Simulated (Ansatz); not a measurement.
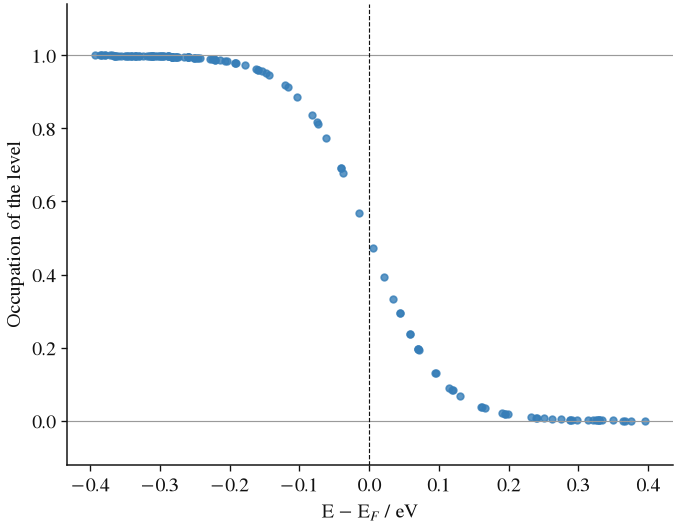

Occupations of the one-electron levels of the k mesh against their energy, from a run on FeNi$_{3}$, space group Fm-3m, 4 atoms in the cell, with Ansatz.

Which smearing scheme was used (Fermi-Dirac, Gaussian, Methfessel-Paxton or cold), and about what width?

Fermi-Dirac smearing with a width of 0.05 eV. The occupations stay between 0 and 1 and have long exponential tails; the slope at the Fermi level is 1/(4 × width).
